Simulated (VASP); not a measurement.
## Geometry relaxation of Ge (part 2 of 5)

Ge (slab, 8 atoms in the cell); Kohn-Sham DFT of a periodic cell, PBEsol, VASP PAW PBE potentials, recommended, no spin polarisation (VASP 6.6.1); cutoff 520 eV, 8×4×1 k-mesh, methfessel-paxton of 0.1 eV. The structure derives from an entry of the Crystallography Open Database.

Geometry of the input (Å; fractional positions):
```
4.0007  0.0000  0.0000
0.0000  8.0014  0.0000
0.0000  0.0000  20.4434
Ge 0.5000  0.3450  0.4207
Ge 0.0000  0.2500  0.4654
Ge 0.0000  0.0000  0.5346
Ge 0.5000  0.0950  0.6087
Ge 0.5000  0.6550  0.3913
Ge 0.0000  0.7500  0.4654
Ge 0.0000  0.5000  0.5346
Ge 0.5000  0.4050  0.5793
```

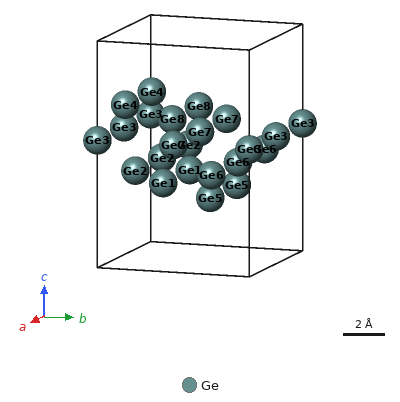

Figure 1. The structure as given in the input (spheres-only view of the 2 × 1 repeat of the cell, with the vacuum cut short, seen slightly off an axis; atoms are numbered from 1 in the order of the input). An atom can appear more than once, as a periodic image.

OSZICAR, continued:
```
DAV:   9    -0.357704713782E+02   -0.23063E-05   -0.16938E-06  1536   0.154E-02    0.695E-04
DAV:  10    -0.357704740809E+02   -0.27027E-05   -0.42771E-07  1387   0.804E-03    0.335E-04
DAV:  11    -0.357704759153E+02   -0.18343E-05   -0.31467E-07  1419   0.381E-03    0.266E-04
DAV:  12    -0.357704775175E+02   -0.16023E-05   -0.14462E-07  1346   0.438E-03    0.136E-04
DAV:  13    -0.357704784631E+02   -0.94558E-06   -0.91774E-08  1376   0.281E-03
  13 F= -.35770478E+02 E0= -.35770004E+02  d E =-.286750E-01
       N       E                     dE             d eps       ncg     rms          rms(c)
DAV:   1    -0.357653399858E+02    0.51375E-02   -0.40047E+00  2409   0.938E+00    0.142E-01
DAV:   2    -0.357727417571E+02   -0.74018E-02   -0.76012E-02  2825   0.159E+00    0.657E-02
DAV:   3    -0.357728953241E+02   -0.15357E-03   -0.23501E-03  2929   0.315E-01    0.382E-02
DAV:   4    -0.357728885616E+02    0.67625E-05   -0.10909E-04  2550   0.212E-01    0.157E-02
DAV:   5    -0.357728914100E+02   -0.28483E-05   -0.50373E-05  2534   0.107E-01    0.393E-03
DAV:   6    -0.357728934019E+02   -0.19920E-05   -0.18969E-05  2566   0.289E-02    0.247E-03
DAV:   7    -0.357728939628E+02   -0.56086E-06   -0.80486E-07  1271   0.116E-02
  14 F= -.35772894E+02 E0= -.35772575E+02  d E =-.310905E-01
       N       E                     dE             d eps       ncg     rms          rms(c)
DAV:   1    -0.357727221741E+02    0.17123E-03   -0.31067E+00  2399   0.853E+00    0.124E-01
DAV:   2    -0.357780599983E+02   -0.53378E-02   -0.56194E-02  2835   0.143E+00    0.527E-02
DAV:   3    -0.357781988434E+02   -0.13885E-03   -0.18125E-03  2697   0.338E-01    0.305E-02
DAV:   4    -0.357782125148E+02   -0.13671E-04   -0.20941E-04  2472   0.201E-01    0.137E-02
DAV:   5    -0.357782157990E+02   -0.32842E-05   -0.51488E-05  2507   0.169E-01    0.352E-03
DAV:   6    -0.357782203216E+02   -0.45226E-05   -0.44631E-05  3123   0.560E-02    0.338E-03
DAV:   7    -0.357782204488E+02   -0.12719E-06   -0.14684E-06  1270   0.119E-02
  15 F= -.35778220E+02 E0= -.35778131E+02  d E =-.532649E-02
       N       E                     dE             d eps       ncg     rms          rms(c)
DAV:   1    -0.357735022862E+02    0.47180E-02   -0.42428E+00  2393   0.998E+00    0.143E-01
DAV:   2    -0.357809335309E+02   -0.74312E-02   -0.77718E-02  2846   0.164E+00    0.621E-02
DAV:   3    -0.357811124507E+02   -0.17892E-03   -0.23971E-03  3041   0.306E-01    0.367E-02
DAV:   4    -0.357811142266E+02   -0.17759E-05   -0.10550E-04  2728   0.883E-02    0.147E-02
DAV:   5    -0.357811167088E+02   -0.24822E-05   -0.27202E-05  2337   0.617E-02    0.276E-03
DAV:   6    -0.357811173165E+02   -0.60768E-06   -0.56351E-06  1811   0.340E-02
  16 F= -.35781117E+02 E0= -.35781278E+02  d E =-.822335E-02
       N       E                     dE             d eps       ncg     rms          rms(c)
DAV:   1    -0.357769832356E+02    0.41335E-02   -0.39515E+00  2395   0.913E+00    0.141E-01
DAV:   2    -0.357847264431E+02   -0.77432E-02   -0.79961E-02  2854   0.155E+00    0.609E-02
DAV:   3    -0.357848952038E+02   -0.16876E-03   -0.24536E-03  2505   0.431E-01    0.385E-02
DAV:   4    -0.357848970347E+02   -0.18309E-05   -0.23325E-04  2475   0.371E-01    0.159E-02
DAV:   5    -0.357849119986E+02   -0.14964E-04   -0.16266E-04  3339   0.128E-01    0.726E-03
DAV:   6    -0.357849121295E+02   -0.13080E-06   -0.40026E-06  1998   0.410E-02
  17 F= -.35784912E+02 E0= -.35785134E+02  d E =-.379481E-02
       N       E                     dE             d eps       ncg     rms          rms(c)
DAV:   1    -0.357844886629E+02    0.42334E-03   -0.38762E-01  2390   0.284E+00    0.437E-02
DAV:   2    -0.357852232318E+02   -0.73457E-03   -0.75426E-03  2857   0.474E-01    0.187E-02
DAV:   3    -0.357852395280E+02   -0.16296E-04   -0.22395E-04  2624   0.125E-01    0.120E-02
DAV:   4    -0.357852398728E+02   -0.34481E-06   -0.18284E-05  2531   0.122E-01    0.477E-03
DAV:   5    -0.357852409443E+02   -0.10715E-05   -0.10796E-05  2503   0.462E-02    0.183E-03
DAV:   6    -0.357852410150E+02   -0.70682E-07   -0.81728E-07  1183   0.192E-02
  18 F= -.35785241E+02 E0= -.35785495E+02  d E =-.412370E-02
       N       E                     dE             d eps       ncg     rms          rms(c)
DAV:   1    -0.357824064223E+02    0.28345E-02   -0.24941E+00  2357   0.704E+00    0.116E-01
DAV:   2    -0.357870784614E+02   -0.46720E-02   -0.49153E-02  2894   0.124E+00    0.512E-02
DAV:   3    -0.357872246327E+02   -0.14617E-03   -0.20184E-03  2528   0.491E-01    0.321E-02
DAV:   4    -0.357872277613E+02   -0.31285E-05   -0.18462E-04  2475   0.368E-01    0.147E-02
DAV:   5    -0.357872422521E+02   -0.14491E-04   -0.14926E-04  3121   0.101E-01    0.565E-03
DAV:   6    -0.357872424396E+02   -0.18752E-06   -0.27750E-06  1822   0.433E-02
  19 F= -.35787242E+02 E0= -.35787523E+02  d E =-.200142E-02
       N       E                     dE             d eps       ncg     rms          rms(c)
DAV:   1    -0.357866748166E+02    0.56744E-03   -0.47338E-01  2357   0.306E+00    0.505E-02
DAV:   2    -0.357875290936E+02   -0.85428E-03   -0.89839E-03  2894   0.535E-01    0.222E-02
DAV:   3    -0.357875594898E+02   -0.30396E-04   -0.39201E-04  2589   0.200E-01    0.140E-02
DAV:   4    -0.357875601574E+02   -0.66761E-06   -0.30140E-05  2518   0.166E-01    0.670E-03
DAV:   5    -0.357875631110E+02   -0.29535E-05   -0.26508E-05  2761   0.418E-02    0.249E-03
DAV:   6    -0.357875632941E+02   -0.18316E-06   -0.76589E-07  1202   0.214E-02
  20 F= -.35787563E+02 E0= -.35787820E+02  d E =-.232228E-02
       N       E                     dE             d eps       ncg     rms          rms(c)
DAV:   1    -0.357874939658E+02    0.69145E-04   -0.52328E-02  2357   0.102E+00    0.167E-02
DAV:   2    -0.357875877738E+02   -0.93808E-04   -0.98342E-04  2934   0.181E-01    0.747E-03
DAV:   3    -0.357875913374E+02   -0.35636E-05   -0.43084E-05  2589   0.653E-02    0.467E-03
DAV:   4    -0.357875915532E+02   -0.21586E-06   -0.29103E-06  1637   0.538E-02
  21 F= -.35787592E+02 E0= -.35787832E+02  d E =-.235054E-02
       N       E                     dE             d eps       ncg     rms          rms(c)
DAV:   1    -0.357863271796E+02    0.12642E-02   -0.83574E-01  2367   0.412E+00    0.688E-02
DAV:   2    -0.357878708731E+02   -0.15437E-02   -0.16195E-02  2657   0.818E-01    0.289E-02
DAV:   3    -0.357879497839E+02   -0.78911E-04   -0.92280E-04  2579   0.322E-01    0.173E-02
DAV:   4    -0.357879556202E+02   -0.58363E-05   -0.99018E-05  2611   0.227E-01    0.104E-02
DAV:   5    -0.357879637477E+02   -0.81274E-05   -0.82335E-05  2953   0.876E-02    0.380E-03
DAV:   6    -0.357879641371E+02   -0.38937E-06   -0.46258E-06  1552   0.236E-02
  22 F= -.35787964E+02 E0= -.35788137E+02  d E =-.372584E-03
       N       E                     dE             d eps       ncg     rms          rms(c)
DAV:   1    -0.357879209378E+02    0.42810E-04   -0.38039E-02  2375   0.877E-01    0.148E-02
DAV:   2    -0.357879905256E+02   -0.69588E-04   -0.73276E-04  2787   0.172E-01    0.607E-03
DAV:   3    -0.357879936294E+02   -0.31038E-05   -0.38452E-05  2562   0.626E-02    0.367E-03
DAV:   4    -0.357879939064E+02   -0.27698E-06   -0.43861E-06  1721   0.514E-02
  23 F= -.35787994E+02 E0= -.35788183E+02  d E =-.402353E-03
       N       E                     dE             d eps       ncg     rms          rms(c)
DAV:   1    -0.357879882495E+02    0.53799E-05   -0.19736E-03  2364   0.200E-01    0.367E-03
DAV:   2    -0.357879924414E+02   -0.41920E-05   -0.43252E-05  2808   0.496E-02    0.131E-03
DAV:   3    -0.357879927191E+02   -0.27771E-06   -0.24432E-06  1385   0.152E-02
  24 F= -.35787993E+02 E0= -.35788178E+02  d E =-.401166E-03
       N       E                     dE             d eps       ncg     rms          rms(c)
DAV:   1    -0.357879925827E+02   -0.14129E-06   -0.65050E-04  2367   0.117E-01    0.209E-03
DAV:   2    -0.357879940144E+02   -0.14317E-05   -0.15312E-05  2493   0.362E-02    0.853E-04
DAV:   3    -0.357879940983E+02   -0.83885E-07   -0.10845E-06  1124   0.160E-02
  25 F= -.35787994E+02 E0= -.35788181E+02  d E =-.402545E-03
       N       E                     dE             d eps       ncg     rms          rms(c)
DAV:   1    -0.357879347740E+02    0.59240E-04   -0.67113E-02  2409   0.117E+00    0.172E-02
DAV:   2    -0.357880555622E+02   -0.12079E-03   -0.12447E-03  2821   0.203E-01    0.769E-03
DAV:   3    -0.357880589935E+02   -0.34313E-05   -0.44110E-05  2694   0.547E-02    0.447E-03
DAV:   4    -0.357880590815E+02   -0.87992E-07   -0.23675E-06  1385   0.232E-02
  26 F= -.35788059E+02 E0= -.35788226E+02  d E =-.649832E-04
```

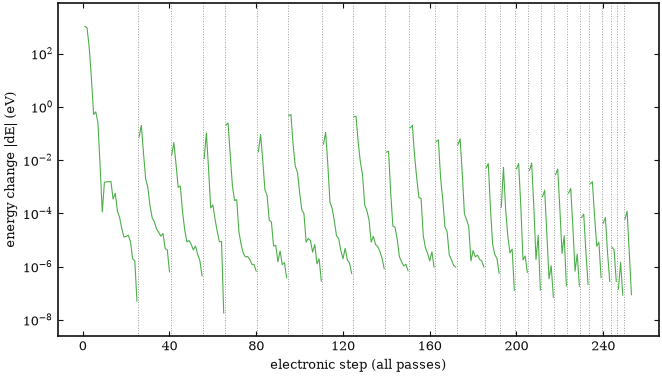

Figure 2. Convergence of the self-consistent field: energy change |dE| against the electronic step. Each stretch between dotted lines is the SCF of one geometry step of a relaxation. The 26 ionic steps take 3 to 25 electronic steps each.

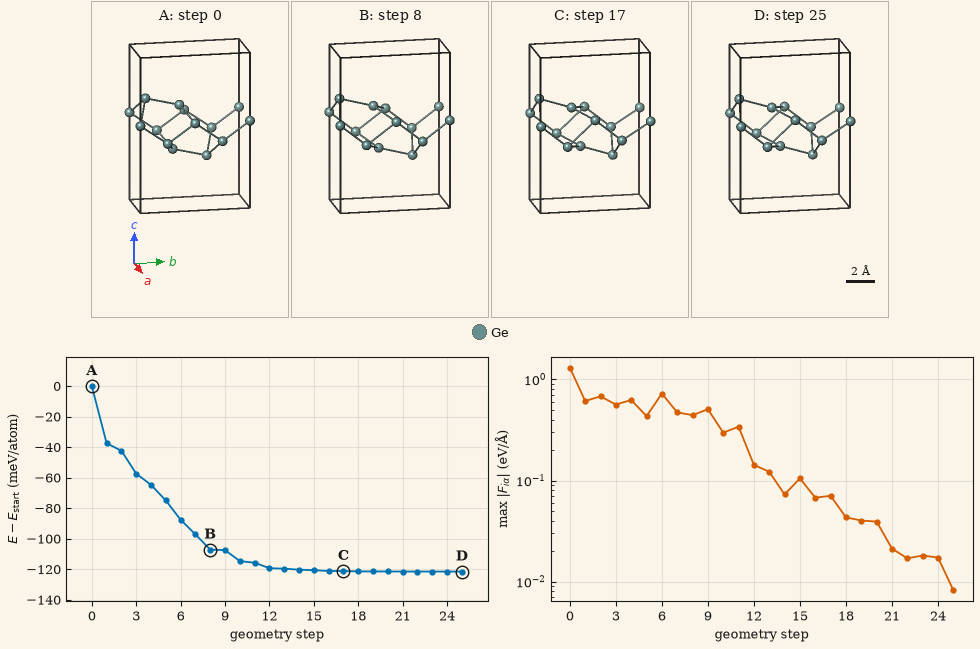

Figure 3. Frames of the relaxation (ball-and-stick view of the cell of the calculation, with the vacuum cut short, seen slightly off an axis) above the curves, on which the letters mark them (steps are counted from 0).

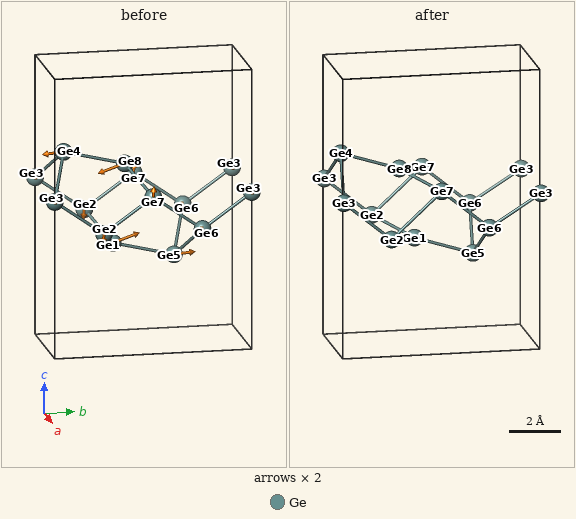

Figure 4. Before (left) and after (right) the relaxation, at one scale (ball-and-stick view of the cell of the calculation, with the vacuum cut short, seen slightly off an axis). The orange arrows give the displacements, magnified 2 times. The largest moves, 0.58 Å, are those of Ge1 and Ge8. The lattice vectors keep their values. Distances before and after: Ge2–Ge7 2.450 → 2.770 Å, Ge1–Ge2 2.327 → 2.454 Å, Ge3–Ge4 2.622 → 2.534 Å, Ge1–Ge5 2.552 → 2.489 Å. Among the angles that change: Ge1–Ge5–Ge6 98.4° → 85.4°, Ge2–Ge7–Ge8 87.7° → 74.9°, Ge5–Ge6–Ge7 95.6° → 107.6°. Over 25 geometry steps the energy falls by 121 meV per atom. The largest force component goes from 1.3 to 0.0082 eV/Å. (Atoms are counted from 1 in the order of the input.)

Parts of OUTCAR:
```
SYSTEM = Ge
   PREC = Accurate
   ENCUT = 520
   EDIFF = 1E-6
   ISMEAR = 1
   LREAL = .FALSE.
   LASPH = .TRUE.
   NELM = 60
   ISIF = 2
   GGA = PS
   IBRION = 2
   NSW = 100
   EDIFFG = -0.015

 ion  position               nearest neighbor table
   1  0.500  0.345  0.421-   2 2.33   2 2.33   5 2.55
   2  0.000  0.250  0.465-   1 2.33   1 2.33   7 2.45   3 2.45
   3  0.000  0.000  0.535-   2 2.45   6 2.45   4 2.62   4 2.62
   4  0.500  0.095  0.609-   8 2.55   3 2.62   3 2.62
   5  0.500  0.655  0.391-   1 2.55   6 2.62   6 2.62
   6  0.000  0.750  0.465-   3 2.45   7 2.45   5 2.62   5 2.62
   7  0.000  0.500  0.535-   8 2.33   8 2.33   2 2.45   6 2.45
   8  0.500  0.405  0.579-   7 2.33   7 2.33   4 2.55

  LATTYP: Found a simple orthorhombic cell.
 ALAT       =     4.0006828890
 B/A-ratio  =     1.9999999998
 C/A-ratio  =     5.1099688646

  Lattice vectors:

 A1 = (   4.0006828890,   0.0000000000,   0.0000000000)
 A2 = (   0.0000000000,   8.0013657770,   0.0000000000)
 A3 = (   0.0000000000,   0.0000000000,  20.4433650000)

Analysis of symmetry for initial positions (statically):
=====================================================================
 Subroutine PRICEL returns:
 Original cell was already a primitive cell.

 Routine SETGRP: Setting up the symmetry group for a
 simple orthorhombic supercell.

 Subroutine GETGRP returns: Found  4 space group operations
 (whereof  2 operations were pure point group operations)
 out of a pool of  8 trial point group operations.

The static configuration has the point symmetry C_1h.
 The point group associated with its full space group is C_2h.

Analysis of symmetry for dynamics (positions and initial velocities):
=====================================================================
 Subroutine PRICEL returns:
 Original cell was already a primitive cell.

 Routine SETGRP: Setting up the symmetry group for a
 simple orthorhombic supercell.

 Subroutine GETGRP returns: Found  4 space group operations
 (whereof  2 operations were pure point group operations)
 out of a pool of  8 trial point group operations.

The dynamic configuration has the point symmetry C_1h.
 The point group associated with its full space group is C_2h.

 Subroutine INISYM returns: Found  4 space group operations
 (whereof  2 operations are pure point group operations),
 and found     1 'primitive' translations

----------------------------------------------------------------------------------------

                                     Primitive cell

  volume of cell :     654.4111

  direct lattice vectors                    reciprocal lattice vectors
     4.000682889  0.000000000  0.000000000     0.249957327  0.000000000  0.000000000
     0.000000000  8.001365777  0.000000000     0.000000000  0.124978663  0.000000000
     0.000000000  0.000000000 20.443365000     0.000000000  0.000000000  0.048915626

  length of vectors
     4.000682889  8.001365777 20.443365000     0.249957327  0.124978663  0.048915626

  position of ions in fractional coordinates (direct lattice)
     0.500000000  0.345000000  0.420674385
     0.000000000  0.250000000  0.465405524
     0.000000000  0.000000000  0.534594476
     0.500000000  0.095000000  0.608674991
     0.500000000  0.655000000  0.391325009
     0.000000000  0.750000000  0.465405524
     0.000000000  0.500000000  0.534594476
     0.500000000  0.405000000  0.579325615

  ion indices of the primitive-cell ions
   primitive index   ion index
                 1           1
                 2           2
                 3           3
                 4           4
                 5           5
                 6           6
                 7           7
                 8           8

----------------------------------------------------------------------------------------

 KPOINTS: Automatic mesh

Automatic generation of k-mesh.
 Grid dimensions read from file:
 generate k-points for:    8    4    1

 Generating k-lattice:

  Cartesian coordinates                     Fractional coordinates (reciprocal lattice)
     0.031244666  0.000000000  0.000000000     0.125000000  0.000000000  0.000000000
     0.000000000  0.031244666  0.000000000     0.000000000  0.250000000  0.000000000
     0.000000000  0.000000000  0.048915626     0.000000000  0.000000000  1.000000000

  Length of vectors
     0.031244666  0.031244666  0.048915626

  Shift w.r.t. Gamma in fractional coordinates (k-lattice)
     0.000000000  0.000000000  0.000000000

 Subroutine IBZKPT returns following result:
 ===========================================

 Found     15 irreducible k-points:

 Following reciprocal coordinates:
            Coordinates               Weight
  0.000000  0.000000  0.000000      1.000000
  0.125000  0.000000  0.000000      2.000000
  0.250000  0.000000  0.000000      2.000000
  0.375000  0.000000  0.000000      2.000000
  0.500000  0.000000  0.000000      1.000000
  0.000000  0.250000  0.000000      2.000000
  0.125000  0.250000  0.000000      4.000000
  0.250000  0.250000  0.000000      4.000000
  0.375000  0.250000  0.000000      4.000000
  0.500000  0.250000  0.000000      2.000000
  0.000000  0.500000  0.000000      1.000000
  0.125000  0.500000  0.000000      2.000000
  0.250000  0.500000  0.000000      2.000000
  0.375000  0.500000  0.000000      2.000000
  0.500000  0.500000  0.000000      1.000000
```
